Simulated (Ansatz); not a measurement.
# Cs: one change and its effect

System: Cs (I4/mmm, 1 atom in the cell).
Method of run A: Kohn-Sham DFT of a periodic cell, LDA, Ansatz PAW, no spin polarisation (Ansatz 0.2.0).

The structure derives from a Materials Project entry. Text and figures count atoms from 1; the logs count them from 0 in places.

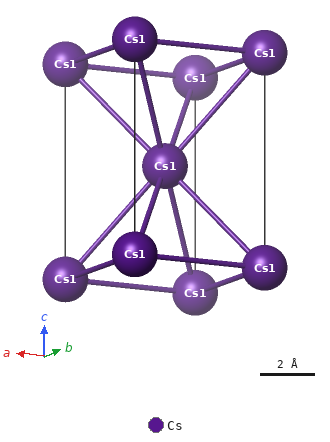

The structure as given in the input (ball-and-stick view of the cell 2 times as large as that of the calculation, set on its symmetry axes, seen at an oblique angle; atoms are numbered from 1 in the order of the input). An atom can appear more than once, as a periodic image. Near neighbours in the periodic cell (some may lie outside the picture): Cs has 12 Cs at 5.50 to 5.65 Å.

### Input, run A
```yaml
crystal:
  lattice:
    - [-2.75007546, 2.75007546, 4.09723898]
    - [2.75007546, -2.75007546, 4.09723898]
    - [2.75007546, 2.75007546, -4.09723898]
  atoms:
    - { symbol: Cs, position: [0.0, 0.0, 0.0] }
hamiltonian:
  xc: lda
  pseudopotentials: { kind: paw }
kpoints:
  mp_grid: { grid: [7, 7, 7] }
scf:
  occupations: { method: fermi_dirac, width: 0.05 }
output:
  forces: true
  stress: true
  eigenvalues: true
  write_density: true
  write_potential: true
  elf: true
  volumetric_format: npy
relax:
  f_tol: 0.01
  max_steps: 40
  cell: { stress_tol: 0.05 }
```

Launched with:
```bash
ansatz run input.yaml --threads 2 --pin off --max-ram 5632MiB --backend cpu --events-out ev --progress --plain --runs-dir out
```

Hardware: 2 threads of Arm Neoverse V1, 24 GiB of memory available, shared host.

### Output, shortened to warnings, some set-up lines, iterations and results (run A)
```
Basis set: ecut = 420 eV, 2429 PW (Γ)
Symmetry: 16 space group operations
k-points: 40 of 343
Initial density: superposition of atomic densities (neutral atoms: chi_scale 0, normalization atom), corrected by the library's trained network
[...]
SCF iter   1: F=—  HF=-5504.834724 eV  |F-HF|=—  |Δ(HF+E_count)|=         —  Δρ=1.67e-3  dr2=1.96e-3  ethr=1.77e-3  ⟨swp⟩=6.0  Hψ=3035  notcnv=0
SCF iter   2: F=—  HF=-5504.833944 eV  |F-HF|=—  |Δ(HF+E_count)|=   7.80e-4  Δρ=7.50e-4  dr2=3.17e-4  ethr=2.17e-5  ⟨swp⟩=2.0  Hψ=862  notcnv=0
SCF iter   3: F=—  HF=-5504.833951 eV  |F-HF|=—  |Δ(HF+E_count)|=   6.64e-6  Δρ=1.05e-4  dr2=1.10e-5  ethr=3.52e-6  ⟨swp⟩=2.6  Hψ=548  notcnv=0
SCF iter   4: F=—  HF=-5504.833955 eV  |F-HF|=—  |Δ(HF+E_count)|=   4.12e-6  Δρ=2.19e-5  dr2=7.45e-7  ethr=1.22e-7  ⟨swp⟩=2.4  Hψ=556  notcnv=0
SCF iter   5: F=-5504.833955 eV  HF=-5504.833955 eV  |F-HF|=4.97e-9  |Δ(HF+E_count)|=   3.25e-7  Δρ=4.16e-6  dr2=2.76e-8  ethr=8.28e-9  ⟨swp⟩=2.0  Hψ=520  notcnv=0
[... 32 lines ...]
SCF iter   4: F=—  HF=-5504.878127 eV  |F-HF|=—  |Δ(HF+E_count)|=  7.73e-10  Δρ=2.39e-7  dr2=1.28e-10  ethr=1.48e-11  ⟨swp⟩=1.6  Hψ=387  notcnv=0
SCF iter   5: F=—  HF=-5504.878127 eV  |F-HF|=—  |Δ(HF+E_count)|=  4.09e-11  Δρ=7.97e-8  dr2=1.30e-11  ethr=1.42e-12  ⟨swp⟩=1.6  Hψ=385  notcnv=0
SCF iter   6: F=-5504.878127 eV  HF=-5504.878127 eV  |F-HF|=9.09e-13  |Δ(HF+E_count)|=  3.64e-12  Δρ=2.46e-8  dr2=4.54e-13  ethr=1.00e-12  ⟨swp⟩=5.2  Hψ=1332  notcnv=0
SCF 6 converged in 6 iterations: F = -5504.878127 eV  dr2 = 4.54e-13
relax step   6: F+E_penalty+E_count = -5504.87812660 eV  Δ(F+E_penalty+E_count) = +7.066e-5 eV  max|allowed force component| = 0.000e0 eV/Å  Δτ_max = 0.0000 Å  P = -0.007 GPa …
basis re-selected at this cell: Δ(F+E_penalty+E_count) = +7.066e-5 eV, ΔP = +0.000 GPa vs the last step (what re-selecting the basis moved, of the pressure what is left beyond the Pulay correction that the steps carried, after the strain that the cell walked since its last selection, with what the …
SCF converged after 6 iterations
Free energy (F): -5504.878127 eV
Harris-Foulkes:  -5504.878127 eV  (|F-HF|=9.09e-13)
Internal energy: -5504.870808 eV  (E = F + TS)
E sigma→0 (E₀):  -5504.874467 eV
Entropy (-TS):   -0.007319 eV (-7.319 meV/atom)
Fermi energy:    2.812288 eV
--- Per-component energies (eV) ---
  E_band       = -86.219108
  E_kinetic    = 141.243823
  E_local      = -362.718544  (includes V_loc(G=0)·N_el)
  E_nonlocal   = 32.777235
  E_hartree    = 125.317136
  E_xc         = -171.426351
  E_vxc        = -124.807075  (∫ρ·V_xc dr)
  E_paw        = -4903.018455  (= ΣΔE_a)
  E_vpaw       = -23.348810  (= ΣTr[D̂ρ^β])
  E_aug_tail   = -0.000001  (compensation charges beyond the density's cutoff)
  E_ewald      = -367.316206
  E_core_change = 0.270556  (= ΣΔE_core)
  E_smearing   = -0.007319  (= −TS)
  E_closure    = 0.000000  (closes the sum)
  Σ components = -5504.878127   (vs F -5504.878127, Δ=0.00e0)
--- Forces (eV/Å), atoms counted from 1 ---
  atom   1  Cs     0.00000000    -0.00000000    -0.00000000
  max |Σ_I F_I| component: 2.34e-31 eV/Å
--- Stress (GPa, compression-positive) ---
        0.006021       0.000000       0.000000
        0.000000       0.006021       0.000000
       -0.000000      -0.000000      -0.034514
  P = ⅓ Tr σ = -0.0075 GPa (-0.075 kbar)
--- Relaxed structure (5 steps of the walk, 5 accepted, 1 SCFs on fresh bases) ---
  F+E_penalty+E_count = -5504.87812660 eV   max|allowed force component| = 0.000e0 eV/Å   (the final SCF, on the basis selected at the relaxed cell)
  cell:  # Å, volume = 96.4258 Å³
    - [-2.5457512044950295, 2.5457512044950295, 3.719644019080814]
    - [2.5457512044950295, -2.5457512044950295, 3.719644019080814]
    - [2.5457512044950295, 2.5457512044950295, -3.719644019080814]
  atoms:
    - { symbol: Cs, position: [0.0, 0.0, 0.0] }
```

The input of run B differs as follows (lines with − go, lines with + come):
```diff
-  xc: lda
+  xc: pbesol
```

How does run B compare with run A?

The total energies belong to different methods, so their difference says nothing on which is more stable or more accurate. The volume per atom goes from 96.43 to 108.77 Å³. The functional changes from LDA to PBEsol. The SCF takes 34 iterations over all geometry steps against 30.

### Output, shortened to warnings, some set-up lines, iterations and results (run B)
```
Basis set: ecut = 420 eV, 2429 PW (Γ), exchange–correlation on 80×80×80 points (8 copies of the dense FFT grid, shifted against one another)
Symmetry: 16 space group operations
k-points: 40 of 343
Initial density: superposition of atomic densities (neutral atoms: chi_scale 0, normalization atom), corrected by the library's trained network
[...]
SCF iter   1: F=—  HF=-5585.793105 eV  |F-HF|=—  |Δ(HF+E_count)|=         —  Δρ=4.22e-4  dr2=1.88e-4  ethr=1.77e-3  ⟨swp⟩=6.0  Hψ=3028  notcnv=0
SCF iter   2: F=—  HF=-5585.793500 eV  |F-HF|=—  |Δ(HF+E_count)|=   3.95e-4  Δρ=2.33e-4  dr2=4.11e-5  ethr=2.09e-6  ⟨swp⟩=2.2  Hψ=899  notcnv=0
SCF iter   3: F=—  HF=-5585.793596 eV  |F-HF|=—  |Δ(HF+E_count)|=   9.57e-5  Δρ=4.30e-5  dr2=3.76e-6  ethr=4.57e-7  ⟨swp⟩=2.0  Hψ=543  notcnv=0
SCF iter   4: F=—  HF=-5585.793595 eV  |F-HF|=—  |Δ(HF+E_count)|=   9.42e-7  Δρ=1.10e-5  dr2=2.83e-7  ethr=4.17e-8  ⟨swp⟩=2.0  Hψ=521  notcnv=0
SCF iter   5: F=-5585.793596 eV  HF=-5585.793596 eV  |F-HF|=5.01e-9  |Δ(HF+E_count)|=   4.41e-7  Δρ=2.42e-6  dr2=3.95e-9  ethr=3.15e-9  ⟨swp⟩=2.0  Hψ=547  notcnv=0
[... 40 lines ...]
SCF iter   2: F=—  HF=-5585.806336 eV  |F-HF|=—  |Δ(HF+E_count)|=   7.16e-8  Δρ=4.01e-6  dr2=1.68e-9  ethr=7.37e-11  ⟨swp⟩=2.0  Hψ=528  notcnv=0
SCF iter   3: F=—  HF=-5585.806336 eV  |F-HF|=—  |Δ(HF+E_count)|=   1.05e-8  Δρ=1.05e-7  dr2=1.11e-11  ethr=1.86e-11  ⟨swp⟩=2.0  Hψ=549  notcnv=0
SCF iter   4: F=-5585.806336 eV  HF=-5585.806336 eV  |F-HF|=3.64e-12  |Δ(HF+E_count)|=  5.46e-12  Δρ=4.82e-8  dr2=8.51e-13  ethr=1.00e-12  ⟨swp⟩=6.1  Hψ=1703  notcnv=0
SCF 8 converged in 4 iterations: F = -5585.806336 eV  dr2 = 8.51e-13
relax step   8: F+E_penalty+E_count = -5585.80633621 eV  Δ(F+E_penalty+E_count) = +2.295e-5 eV  max|allowed force component| = 0.000e0 eV/Å  Δτ_max = 0.0000 Å  P = -0.007 GPa …
basis re-selected at this cell: Δ(F+E_penalty+E_count) = +2.295e-5 eV, ΔP = +0.000 GPa vs the last step (what re-selecting the basis moved, of the pressure what is left beyond the Pulay correction that the steps carried, after the strain that the cell walked since its last selection, with what the …
SCF converged after 4 iterations
Free energy (F): -5585.806336 eV
Harris-Foulkes:  -5585.806336 eV  (|F-HF|=3.64e-12)
Internal energy: -5585.800188 eV  (E = F + TS)
E sigma→0 (E₀):  -5585.803262 eV
Entropy (-TS):   -0.006148 eV (-6.148 meV/atom)
Fermi energy:    2.416382 eV
--- Per-component energies (eV) ---
  E_band       = -90.295555
  E_kinetic    = 140.951930
  E_local      = -384.464091  (includes V_loc(G=0)·N_el)
  E_nonlocal   = 31.300696
  E_hartree    = 134.023188
  E_xc         = -171.302371
  E_vxc        = -124.275678  (∫ρ·V_xc dr)
  E_paw        = -4983.582639  (= ΣΔE_a)
  E_vpaw       = -21.854786  (= ΣTr[D̂ρ^β])
  E_aug_tail   = -0.000001  (compensation charges beyond the density's cutoff)
  E_ewald      = -352.871061
  E_core_change = 0.144160  (= ΣΔE_core)
  E_smearing   = -0.006148  (= −TS)
  E_closure    = 0.000000  (closes the sum)
  Σ components = -5585.806336   (vs F -5585.806336, Δ=0.00e0)
--- Forces (eV/Å), atoms counted from 1 ---
  atom   1  Cs     0.00000000     0.00000000     0.00000000
  max |Σ_I F_I| component: 4.93e-32 eV/Å
--- Stress (GPa, compression-positive) ---
       -0.005099       0.000000       0.000000
        0.000000      -0.005099      -0.000000
        0.000000       0.000000      -0.011632
  P = ⅓ Tr σ = -0.0073 GPa (-0.073 kbar)
--- Relaxed structure (7 steps of the walk, 7 accepted, 1 SCFs on fresh bases) ---
  F+E_penalty+E_count = -5585.80633621 eV   max|allowed force component| = 0.000e0 eV/Å   (the final SCF, on the basis selected at the relaxed cell)
  cell:  # Å, volume = 108.7653 Å³
    - [-2.674103794544965, 2.674103794544965, 3.8025421596204074]
    - [2.674103794544965, -2.674103794544965, 3.8025421596204074]
    - [2.674103794544965, 2.674103794544965, -3.8025421596204074]
  atoms:
    - { symbol: Cs, position: [0.0, 0.0, 0.0] }
```

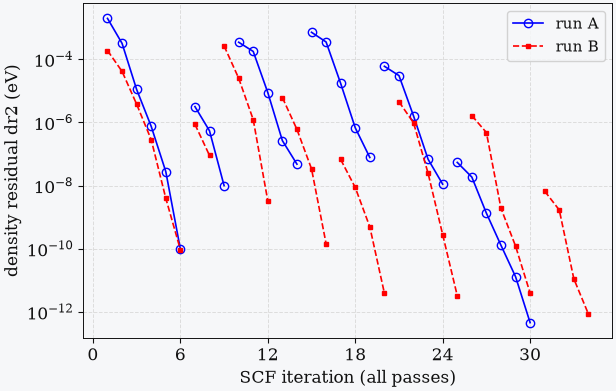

Convergence of the two runs: density residual dr2 against the SCF iteration. A break in a curve parts two SCF passes. Run A takes 30 iterations in all, and run B takes 34.

### The two runs side by side

```tsv
quantity	run A	run B
outcome	converged	converged
free energy per atom (eV)	−5504.8781	−5585.8063
energy per atom, smearing taken to zero (eV)	−5504.8745	−5585.8033
gap on the mesh (eV)	0.00	0.00
pressure (GPa)	−0.01	−0.01
volume per atom (Å³)	96.43	108.77
largest force (eV/Å)	0.000	0.000
SCF iterations	30	34
irreducible k-points	40	40
wall time (shared host)	9.6 s	13 s
```
